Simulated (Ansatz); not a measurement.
## Geometry relaxation, with input and output: C (part 2 of 2)

Continued. System: C (R-3m, 10 atoms in the cell). Method: DFT PBEsol, scalar-relativistic, plane waves, PAW, no spin polarisation (Ansatz 0.2.0); cutoff 420 eV, 12×12×12 k-mesh, Gaussian smearing of 0.02 eV. The structure derives from an entry of the Crystallography Open Database.

Geometry of the input (Å; fractional positions):
```
1.2611  0.7281  10.2964
-1.2611  0.7281  10.2964
0.0000  -1.4561  10.2964
C  0.0250  0.0250  0.0250
C  0.9750  0.9750  0.9750
C  0.1083  0.1083  0.1083
C  0.8917  0.8917  0.8917
C  0.1583  0.1583  0.1583
C  0.8417  0.8417  0.8417
C  0.3750  0.3750  0.3750
C  0.6250  0.6250  0.6250
C  0.4250  0.4250  0.4250
C  0.5750  0.5750  0.5750
```

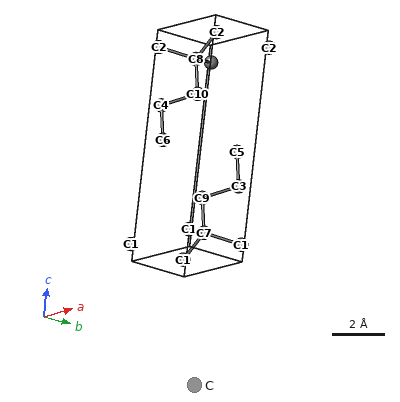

Figure 1. The geometry at step 3 of the log (ball-and-stick view of the reduced cell, seen at an oblique angle; atoms are numbered from 1 in the order of the input).

**The program's output, continued**
```
relax step   5: F+E_penalty+E_count = -2466.61681268 eV  Δ(F+E_penalty+E_count) = +6.349e-6 eV  max|allowed force component| = 1.393e-4 eV/Å  Δτ_max = 0.0004 Å  P = +0.000 GPa  Ω = 56.160 Å³  energy of the carried Pulay correction = +3.674e-3 eV  (6 SCF iters, accepted)
Initial wavefunctions: pseudopotential atomic-orbital guess (no wavefunctions were taken with the density)
iter 1 solved again at ethr=8.39e-9 eV; its pass at ethr=3.10e-3 eV (dr2=3.36e-6 eV) is discarded
SCF iter   1: F=—  HF=-2466.613284 eV  |F-HF|=—  |Δ(HF+E_count)|=         —  Δρ=1.00e-4  dr2=7.61e-7  ethr=8.39e-9  ⟨swp⟩=3.8  Hψ=44295  notcnv=0
preconditioner: auto → none  [insulator: Δε(μ)=4.382 eV  Ē_g=17.082 eV  σ=0.020 eV  W_gap=1.00  n_scr=8 (ndim 8)  ℏωp=31.3 eV  f_vac=0.000  D(μ)=0.00/eV (n_scr^D=0)  ε∞_Penn≈4.4]
SCF iter   2: F=—  HF=-2466.613288 eV  |F-HF|=—  |Δ(HF+E_count)|=   3.82e-6  Δρ=4.96e-5  dr2=1.73e-7  ethr=1.90e-9  ⟨swp⟩=1.1  Hψ=5882  notcnv=0
SCF iter   3: F=—  HF=-2466.613288 eV  |F-HF|=—  |Δ(HF+E_count)|=   2.60e-7  Δρ=2.21e-6  dr2=4.08e-10  ethr=4.32e-10  ⟨swp⟩=2.0  Hψ=9453  notcnv=0
iter 4 did not close the SCF: its close was put off for the readings that it lacked (scf_convergence_deferred on its scf_iter line)
SCF iter   4: F=-2466.613288 eV  HF=-2466.613288 eV  |F-HF|=1.82e-12  |Δ(HF+E_count)|=  6.72e-10  Δρ=1.67e-7  dr2=9.40e-12  ethr=1.02e-12  ⟨swp⟩=2.9  Hψ=9653  notcnv=0
iter 5 did not close the SCF: its close was put off for the readings that it lacked (scf_convergence_deferred on its scf_iter line)
SCF iter   5: F=-2466.613288 eV  HF=-2466.613288 eV  |F-HF|=2.27e-12  |Δ(HF+E_count)|=  2.73e-12  Δρ=5.13e-8  dr2=2.84e-12  ethr=1.00e-12  ⟨swp⟩=1.0  Hψ=5670  notcnv=0
iter 6 did not close the SCF: its close was put off for the readings that it lacked (scf_convergence_deferred on its scf_iter line)
SCF iter   6: F=-2466.613288 eV  HF=-2466.613288 eV  |F-HF|=0.00e0  |Δ(HF+E_count)|=  9.09e-13  Δρ=1.53e-8  dr2=1.61e-13  ethr=1.00e-12  ⟨swp⟩=1.0  Hψ=5670  notcnv=0
iter 7 did not close the SCF: its close was put off for the readings that it lacked (scf_convergence_deferred on its scf_iter line)
SCF iter   7: F=-2466.613288 eV  HF=-2466.613288 eV  |F-HF|=0.00e0  |Δ(HF+E_count)|=    0.00e0  Δρ=6.66e-9  dr2=2.17e-14  ethr=1.00e-12  ⟨swp⟩=1.0  Hψ=5670  notcnv=0
SCF iter   8: F=-2466.613288 eV  HF=-2466.613288 eV  |F-HF|=0.00e0  |Δ(HF+E_count)|=    0.00e0  Δρ=1.50e-9  dr2=3.96e-16  ethr=1.00e-12  ⟨swp⟩=2.7  Hψ=15468  notcnv=0
SCF 6 converged in 8 iterations: F = -2466.613288 eV  dr2 = 3.96e-16
relax step   6: F+E_penalty+E_count = -2466.61328836 eV  Δ(F+E_penalty+E_count) = +3.524e-3 eV  max|allowed force component| = 9.396e-4 eV/Å  Δτ_max = 0.0000 Å  P = -0.108 GPa  Ω = 56.160 Å³  stress off target by 1.53e-1 GPa  SCF on the basis re-selected at this cell (its energy is not comparable with the rows above)  (8 SCF iters)
basis re-selected at this cell: Δ(F+E_penalty+E_count) = +3.524e-3 eV, ΔP = -0.108 GPa vs the last step (what re-selecting the basis moved, of the pressure what is left beyond the Pulay correction that the steps carried, after the strain that the cell walked since its last selection, with what the two solves' SCF thresholds leave and, on support functions, any second-order correction that the steps lacked; it is no measure of the basis error at this ecutwfc). This SCF's stress stands 1.53e-1 GPa from its target on what of the cell is left free (relax.cell.stress_tol is 5.00e-2 GPa) and its largest allowed force component is 9.40e-4 eV/Å (relax.f_tol is 5.00e-3 eV/Å): not within both, so this SCF does not close the relaxation
Crystal: 10 atoms, lattice volume = 56.146 Å³
iter 1 solved again at ethr=5.47e-9 eV; its pass at ethr=3.10e-3 eV (dr2=2.19e-6 eV) is discarded
SCF iter   1: F=—  HF=-2466.613379 eV  |F-HF|=—  |Δ(HF+E_count)|=         —  Δρ=6.89e-5  dr2=2.10e-6  ethr=5.47e-9  ⟨swp⟩=2.6  Hψ=22380  notcnv=0
preconditioner: auto → none  [insulator: Δε(μ)=4.384 eV  Ē_g=17.084 eV  σ=0.020 eV  W_gap=1.00  n_scr=8 (ndim 8)  ℏωp=31.3 eV  f_vac=0.000  D(μ)=0.00/eV (n_scr^D=0)  ε∞_Penn≈4.4]
SCF iter   2: F=—  HF=-2466.613381 eV  |F-HF|=—  |Δ(HF+E_count)|=   2.30e-6  Δρ=2.62e-5  dr2=3.01e-7  ethr=5.25e-9  ⟨swp⟩=2.0  Hψ=9383  notcnv=0
iter 3 did not close the SCF: its close was put off for the readings that it lacked (scf_convergence_deferred on its scf_iter line)
SCF iter   3: F=-2466.613381 eV  HF=-2466.613381 eV  |F-HF|=2.84e-10  |Δ(HF+E_count)|=   9.11e-8  Δρ=2.14e-6  dr2=1.25e-9  ethr=7.53e-10  ⟨swp⟩=2.9  Hψ=10518  notcnv=0
iter 4 did not close the SCF: its close was put off for the readings that it lacked (scf_convergence_deferred on its scf_iter line)
SCF iter   4: F=-2466.613381 eV  HF=-2466.613381 eV  |F-HF|=1.66e-10  |Δ(HF+E_count)|=  5.68e-10  Δρ=6.01e-7  dr2=2.81e-10  ethr=3.12e-12  ⟨swp⟩=2.2  Hψ=8488  notcnv=0
iter 5 did not close the SCF: its close was put off for the readings that it lacked (scf_convergence_deferred on its scf_iter line)
SCF iter   5: F=-2466.613381 eV  HF=-2466.613381 eV  |F-HF|=9.09e-13  |Δ(HF+E_count)|=  2.64e-11  Δρ=8.30e-8  dr2=1.70e-12  ethr=1.00e-12  ⟨swp⟩=2.1  Hψ=7650  notcnv=0
SCF iter   6: F=-2466.613381 eV  HF=-2466.613381 eV  |F-HF|=4.55e-13  |Δ(HF+E_count)|=  1.36e-12  Δρ=2.01e-8  dr2=9.17e-14  ethr=1.00e-12  ⟨swp⟩=4.2  Hψ=21294  notcnv=0
SCF 7 converged in 6 iterations: F = -2466.613381 eV  dr2 = 9.17e-14
relax step   7: F+E_penalty+E_count = -2466.61338082 eV  Δ(F+E_penalty+E_count) = -9.247e-5 eV  max|allowed force component| = 2.279e-4 eV/Å  Δτ_max = 0.0000 Å  P = +0.001 GPa  Ω = 56.146 Å³  energy of the carried Pulay correction = +8.625e-5 eV  (6 SCF iters, accepted)
iter 1 solved again at ethr=5.74e-9 eV; its pass at ethr=3.10e-3 eV (dr2=2.30e-6 eV) is discarded
SCF iter   1: F=—  HF=-2466.613298 eV  |F-HF|=—  |Δ(HF+E_count)|=         —  Δρ=2.23e-6  dr2=4.11e-10  ethr=5.74e-9  ⟨swp⟩=4.0  Hψ=44469  notcnv=0
iter 2 did not close the SCF: its close was put off for the readings that it lacked (scf_convergence_deferred on its scf_iter line)
SCF iter   2: F=-2466.613301 eV  HF=-2466.613301 eV  |F-HF|=1.34e-10  |Δ(HF+E_count)|=   3.44e-6  Δρ=1.07e-6  dr2=8.55e-11  ethr=1.03e-12  ⟨swp⟩=3.1  Hψ=11771  notcnv=0
iter 3 did not close the SCF: its close was put off for the readings that it lacked (scf_convergence_deferred on its scf_iter line)
SCF iter   3: F=-2466.613301 eV  HF=-2466.613301 eV  |F-HF|=3.64e-12  |Δ(HF+E_count)|=  1.35e-10  Δρ=2.51e-7  dr2=7.34e-12  ethr=1.00e-12  ⟨swp⟩=1.0  Hψ=5670  notcnv=0
iter 4 did not close the SCF: its close was put off for the readings that it lacked (scf_convergence_deferred on its scf_iter line)
SCF iter   4: F=-2466.613301 eV  HF=-2466.613301 eV  |F-HF|=4.55e-13  |Δ(HF+E_count)|=  5.91e-12  Δρ=4.80e-8  dr2=8.63e-13  ethr=1.00e-12  ⟨swp⟩=1.0  Hψ=5670  notcnv=0
iter 5 did not close the SCF: its close was put off for the readings that it lacked (scf_convergence_deferred on its scf_iter line)
SCF iter   5: F=-2466.613301 eV  HF=-2466.613301 eV  |F-HF|=0.00e0  |Δ(HF+E_count)|=    0.00e0  Δρ=2.49e-8  dr2=1.45e-13  ethr=1.00e-12  ⟨swp⟩=1.0  Hψ=5670  notcnv=0
SCF iter   6: F=-2466.613301 eV  HF=-2466.613301 eV  |F-HF|=4.55e-13  |Δ(HF+E_count)|=  4.55e-13  Δρ=1.08e-8  dr2=1.62e-14  ethr=1.00e-12  ⟨swp⟩=3.0  Hψ=17379  notcnv=0
SCF 8 converged in 6 iterations: F = -2466.613301 eV  dr2 = 1.62e-14
relax step   8: F+E_penalty+E_count = -2466.61330120 eV  Δ(F+E_penalty+E_count) = +7.962e-5 eV  max|allowed force component| = 2.227e-4 eV/Å  Δτ_max = 0.0000 Å  P = -0.001 GPa  Ω = 56.146 Å³  stress off target by 1.98e-3 GPa  SCF on the basis re-selected at this cell (its energy is not comparable with the rows above)  (6 SCF iters)
basis re-selected at this cell: Δ(F+E_penalty+E_count) = +7.962e-5 eV, ΔP = -0.001 GPa vs the last step (what re-selecting the basis moved, of the pressure what is left beyond the Pulay correction that the steps carried, after the strain that the cell walked since its last selection, with what the two solves' SCF thresholds leave and, on support functions, any second-order correction that the steps lacked; it is no measure of the basis error at this ecutwfc). This SCF's stress stands 1.98e-3 GPa from its target on what of the cell is left free (relax.cell.stress_tol is 5.00e-2 GPa) and its largest allowed force component is 2.23e-4 eV/Å (relax.f_tol is 5.00e-3 eV/Å): within both
SCF converged after 6 iterations
Free energy (F): -2466.613301 eV
Harris-Foulkes:  -2466.613301 eV  (|F-HF|=4.55e-13)
Internal energy: -2466.613301 eV  (E = F + TS)
E sigma→0 (E₀):  -2466.613301 eV
Fermi energy:    15.775870 eV
--- Per-component energies (eV) ---
  E_band       = 176.128121
  E_kinetic    = 923.035436
  E_local      = -606.470459  (includes V_loc(G=0)·N_el)
  E_nonlocal   = 267.596455
  E_hartree    = 131.771059
  E_xc         = -484.587875
  E_vxc        = -603.462319  (∫ρ·V_xc dr)
  E_paw        = -953.569110  (= ΣΔE_a)
  E_vpaw       = -68.113197  (= ΣTr[D̂ρ^β])
  E_aug_tail   = 0.000088  (compensation charges beyond the density's cutoff)
  E_ewald      = -1744.599899
  E_core_change = 0.211005  (= ΣΔE_core)
  E_smearing   = -0.000000  (= −TS)
  E_closure    = 0.000000  (closes the sum)
  Σ components = -2466.613301   (vs F -2466.613301, Δ=0.00e0)
--- Forces (eV/Å), atoms counted from 1 ---
  atom   1  C     -0.00000000    -0.00000000    -0.00022274
  atom   2  C      0.00000000     0.00000000     0.00022274
  atom   3  C     -0.00000000    -0.00000000     0.00000864
  atom   4  C      0.00000000     0.00000000    -0.00000864
  atom   5  C      0.00000000     0.00000000     0.00016200
  atom   6  C     -0.00000000    -0.00000000    -0.00016200
  atom   7  C      0.00000000     0.00000000    -0.00019094
  atom   8  C     -0.00000000    -0.00000000     0.00019094
  atom   9  C      0.00000000     0.00000000     0.00019965
  atom  10  C     -0.00000000    -0.00000000    -0.00019965
  max |Σ_I F_I| component: 2.78e-17 eV/Å
--- Stress (GPa, compression-positive) ---
       -0.001984       0.000000       0.000000
        0.000000      -0.001984       0.000000
        0.000000       0.000000       0.001567
  P = ⅓ Tr σ = -0.0008 GPa (-0.008 kbar)
--- Band table (eV; the first three rows and the last of 189) ---
  k-point 0: bands = ["-8.1967", "-7.1306", "-7.0585", "-3.9332", "-3.9130", "1.8571", "1.8836", "8.4409", "8.4797", "10.8132", "10.8132", "10.8289", "10.8289", "12.1765", "12.1765", "12.2671", "12.2671", "13.3927", "13.5840", "13.5840", "18.9056", "18.9056", "19.0517", "20.3423", "20.3423", "20.7991", "20.7991", "20.9876", "21.3424", "22.0804"]
  k-point 1: bands = ["-8.0226", "-6.9927", "-6.8517", "-3.8692", "-3.6500", "1.8578", "2.1765", "8.3202", "8.6918", "9.8838", "10.0602", "10.4057", "10.4899", "11.2406", "11.6488", "11.8292", "12.0142", "12.8336", "13.1300", "13.3090", "19.0288", "19.3084", "19.3558", "20.1392", "20.7638", "20.8163", "21.2291", "21.4071", "21.7903", "22.0605"]
  k-point 2: bands = ["-7.5021", "-6.5328", "-6.2817", "-3.4872", "-3.0570", "2.1354", "2.7484", "7.7640", "8.1016", "8.2470", "8.8973", "9.3239", "9.5526", "9.6698", "10.0900", "11.0660", "11.1122", "11.3215", "12.4625", "12.6309", "18.8541", "19.3805", "19.9788", "20.2395", "20.7062", "21.4486", "21.9723", "22.3018", "22.3339", "22.6344"]
  k-point 188: bands = ["-7.9359", "-7.9042", "-5.7711", "-5.7073", "-2.3928", "-0.1203", "4.9934", "5.0630", "10.6280", "10.6280", "11.3508", "11.3508", "11.4081", "11.4081", "11.6927", "11.7099", "13.1062", "13.1062", "13.1540", "13.1540", "19.3982", "19.3982", "19.5021", "19.5021", "19.9514", "20.0139", "21.3207", "21.3207", "21.6579", "21.9445"]
--- Relaxed structure (6 steps of the walk, 6 accepted, 2 SCFs on fresh bases) ---
  F+E_penalty+E_count = -2466.61330120 eV   max|allowed force component| = 2.227e-4 eV/Å   (the final SCF, on the basis selected at the relaxed cell)
  cell:  # Å, volume = 56.1464 Å³
    - [1.2534231687184239, 0.7236642038680966, 10.31657834924303]
    - [-1.2534231687184239, 0.7236642038680966, 10.31657834924303]
    - [-2.1852120977791223e-34, -1.4473284077361932, 10.31657834924303]
  atoms:
    - { symbol: C, position: [0.02482157890017265, 0.02482157890017265, 0.02482157890017265] }
    - { symbol: C, position: [0.9751784210998274, 0.9751784210998274, 0.9751784210998274] }
    - { symbol: C, position: [0.10868863282861337, 0.10868863282861337, 0.10868863282861337] }
    - { symbol: C, position: [0.8913113671713867, 0.8913113671713867, 0.8913113671713867] }
    - { symbol: C, position: [0.1583653669642653, 0.1583653669642653, 0.1583653669642653] }
    - { symbol: C, position: [0.8416346330357349, 0.8416346330357349, 0.8416346330357349] }
    - { symbol: C, position: [0.3748636560219651, 0.3748636560219651, 0.3748636560219651] }
    - { symbol: C, position: [0.6251363439780352, 0.6251363439780352, 0.6251363439780352] }
    - { symbol: C, position: [0.4253184939099327, 0.4253184939099327, 0.4253184939099327] }
    - { symbol: C, position: [0.5746815060900673, 0.5746815060900673, 0.5746815060900673] }
```

**Trajectory as extended XYZ (Å, eV, eV/Å), 8 frames, from step=1 to step=8**
```
10
Lattice="1.2611 0.7281 10.2964 -1.2611 0.7281 10.2964 0.0000 -1.4561 10.2964" Properties=species:S:1:pos:R:3:forces:R:3 step=1 energy=-2466.58550 pressure_GPa=-4.42
C     0.0000    0.0000    0.7722    0.0000   0.0000  -0.3305
C     0.0000    0.0000   30.1171    0.0000   0.0000   0.3305
C     0.0000    0.0000    3.3453    0.0000   0.0000   0.3564
C     0.0000    0.0000   27.5440    0.0000   0.0000  -0.3564
C     0.0000    0.0000    4.8898    0.0000   0.0000   0.0414
C     0.0000    0.0000   25.9995    0.0000   0.0000  -0.0414
C     0.0000    0.0000   11.5835    0.0000   0.0000  -0.3343
C     0.0000    0.0000   19.3058    0.0000   0.0000   0.3343
C     0.0000    0.0000   13.1279    0.0000   0.0000   0.3048
C     0.0000    0.0000   17.7613    0.0000   0.0000  -0.3048
10
Lattice="1.2542 0.7241 10.3448 -1.2542 0.7241 10.3448 0.0000 -1.4482 10.3448" Properties=species:S:1:pos:R:3:forces:R:3 step=2 energy=-2466.60966 pressure_GPa=-1.73
C     0.0000    0.0000    0.7697    0.0000   0.0000   0.1011
C     0.0000    0.0000   30.2646    0.0000   0.0000  -0.1011
C     0.0000    0.0000    3.3735    0.0000   0.0000  -0.1325
C     0.0000    0.0000   27.6608    0.0000   0.0000   0.1325
C     0.0000    0.0000    4.9134    0.0000   0.0000   0.0635
C     0.0000    0.0000   26.1209    0.0000   0.0000  -0.0635
C     0.0000    0.0000   11.6394    0.0000   0.0000  -0.3406
C     0.0000    0.0000   19.3950    0.0000   0.0000   0.3406
C     0.0000    0.0000   13.1936    0.0000   0.0000   0.3328
C     0.0000    0.0000   17.8407    0.0000   0.0000  -0.3328
10
Lattice="1.2540 0.7240 10.3199 -1.2540 0.7240 10.3199 0.0000 -1.4480 10.3199" Properties=species:S:1:pos:R:3:forces:R:3 step=3 energy=-2466.61552 pressure_GPa=-0.51
C     0.0000    0.0000    0.7680    0.0000   0.0000   0.0575
C     0.0000    0.0000   30.1915    0.0000   0.0000  -0.0575
C     0.0000    0.0000    3.3656    0.0000   0.0000  -0.0743
C     0.0000    0.0000   27.5940    0.0000   0.0000   0.0743
C     0.0000    0.0000    4.9028    0.0000   0.0000  -0.0005
C     0.0000    0.0000   26.0567    0.0000   0.0000   0.0005
C     0.0000    0.0000   11.6081    0.0000   0.0000  -0.1493
C     0.0000    0.0000   19.3515    0.0000   0.0000   0.1493
C     0.0000    0.0000   13.1653    0.0000   0.0000   0.1529
C     0.0000    0.0000   17.7943    0.0000   0.0000  -0.1529
10
Lattice="1.2535 0.7237 10.3167 -1.2535 0.7237 10.3167 0.0000 -1.4474 10.3167" Properties=species:S:1:pos:R:3:forces:R:3 step=4 energy=-2466.61682 pressure_GPa=0.03
C     0.0000    0.0000    0.7683    0.0000   0.0000  -0.0049
C     0.0000    0.0000   30.1816    0.0000   0.0000   0.0049
C     0.0000    0.0000    3.3638    0.0000   0.0000   0.0142
C     0.0000    0.0000   27.5862    0.0000   0.0000  -0.0142
C     0.0000    0.0000    4.9011    0.0000   0.0000   0.0220
C     0.0000    0.0000   26.0488    0.0000   0.0000  -0.0220
C     0.0000    0.0000   11.6020    0.0000   0.0000   0.0065
C     0.0000    0.0000   19.3480    0.0000   0.0000  -0.0065
C     0.0000    0.0000   13.1640    0.0000   0.0000  -0.0227
C     0.0000    0.0000   17.7860    0.0000   0.0000   0.0227
10
Lattice="1.2536 0.7237 10.3167 -1.2536 0.7237 10.3167 0.0000 -1.4475 10.3167" Properties=species:S:1:pos:R:3:forces:R:3 step=5 energy=-2466.61681 pressure_GPa=0.00
C     0.0000    0.0000    0.7682    0.0000   0.0000  -0.0001
C     0.0000    0.0000   30.1817    0.0000   0.0000   0.0001
C     0.0000    0.0000    3.3639    0.0000   0.0000  -0.0001
C     0.0000    0.0000   27.5860    0.0000   0.0000   0.0001
C     0.0000    0.0000    4.9014    0.0000   0.0000   0.0001
C     0.0000    0.0000   26.0486    0.0000   0.0000  -0.0001
C     0.0000    0.0000   11.6020    0.0000   0.0000   0.0000
C     0.0000    0.0000   19.3479    0.0000   0.0000   0.0000
C     0.0000    0.0000   13.1636    0.0000   0.0000  -0.0001
C     0.0000    0.0000   17.7864    0.0000   0.0000   0.0001
10
Lattice="1.2536 0.7237 10.3167 -1.2536 0.7237 10.3167 0.0000 -1.4475 10.3167" Properties=species:S:1:pos:R:3:forces:R:3 step=6 energy=-2466.61329 pressure_GPa=-0.11
C     0.0000    0.0000    0.7682    0.0000   0.0000   0.0007
C     0.0000    0.0000   30.1817    0.0000   0.0000  -0.0007
C     0.0000    0.0000    3.3639    0.0000   0.0000  -0.0009
C     0.0000    0.0000   27.5860    0.0000   0.0000   0.0009
C     0.0000    0.0000    4.9014    0.0000   0.0000   0.0009
C     0.0000    0.0000   26.0486    0.0000   0.0000  -0.0009
C     0.0000    0.0000   11.6020    0.0000   0.0000  -0.0008
C     0.0000    0.0000   19.3479    0.0000   0.0000   0.0008
C     0.0000    0.0000   13.1636    0.0000   0.0000   0.0007
C     0.0000    0.0000   17.7864    0.0000   0.0000  -0.0007
10
Lattice="1.2534 0.7237 10.3166 -1.2534 0.7237 10.3166 0.0000 -1.4473 10.3166" Properties=species:S:1:pos:R:3:forces:R:3 step=7 energy=-2466.61338 pressure_GPa=0.00
C     0.0000    0.0000    0.7682    0.0000   0.0000  -0.0002
C     0.0000    0.0000   30.1815    0.0000   0.0000   0.0002
C     0.0000    0.0000    3.3639    0.0000   0.0000   0.0000
C     0.0000    0.0000   27.5859    0.0000   0.0000   0.0000
C     0.0000    0.0000    4.9014    0.0000   0.0000   0.0001
C     0.0000    0.0000   26.0484    0.0000   0.0000  -0.0001
C     0.0000    0.0000   11.6019    0.0000   0.0000  -0.0002
C     0.0000    0.0000   19.3478    0.0000   0.0000   0.0002
C     0.0000    0.0000   13.1635    0.0000   0.0000   0.0002
C     0.0000    0.0000   17.7862    0.0000   0.0000  -0.0002
10
Lattice="1.2534 0.7237 10.3166 -1.2534 0.7237 10.3166 0.0000 -1.4473 10.3166" Properties=species:S:1:pos:R:3:forces:R:3 step=8 energy=-2466.61330 pressure_GPa=-0.00
C     0.0000    0.0000    0.7682    0.0000   0.0000  -0.0002
C     0.0000    0.0000   30.1815    0.0000   0.0000   0.0002
C     0.0000    0.0000    3.3639    0.0000   0.0000   0.0000
C     0.0000    0.0000   27.5859    0.0000   0.0000   0.0000
C     0.0000    0.0000    4.9014    0.0000   0.0000   0.0002
C     0.0000    0.0000   26.0484    0.0000   0.0000  -0.0002
C     0.0000    0.0000   11.6019    0.0000   0.0000  -0.0002
C     0.0000    0.0000   19.3478    0.0000   0.0000   0.0002
C     0.0000    0.0000   13.1635    0.0000   0.0000   0.0002
C     0.0000    0.0000   17.7862    0.0000   0.0000  -0.0002
```

**Key numbers**

```json
{"quantity": "outcome", "value": "converged"}
{"quantity": "space group (tolerance 0.01 Å)", "value": "R-3m (166)"}
{"quantity": "electrons treated", "value": "40"}
{"quantity": "free energy", "value": "−2466.6133 eV"}
{"quantity": "Fermi energy", "value": "15.776 eV"}
{"quantity": "gap on the k-point mesh", "value": "4.38 eV"}
{"quantity": "pressure", "value": "0.00 GPa"}
{"quantity": "final volume", "value": "56.15 Å³"}
{"quantity": "largest force (length of the vector) at the end", "value": "under 0.001 eV/Å"}
{"quantity": "final cell", "value": "a = 10.418 Å, b = 10.418 Å, c = 10.418 Å, α = 13.82°, β = 13.82°, γ = 13.82°"}
{"quantity": "hardware", "value": "2 threads of Intel Xeon (Granite Rapids), 32 GiB of memory available, shared host"}
{"quantity": "wall time", "value": "41 s (CPU time 82 s)"}
{"quantity": "peak memory", "value": "0.58 GiB"}
```
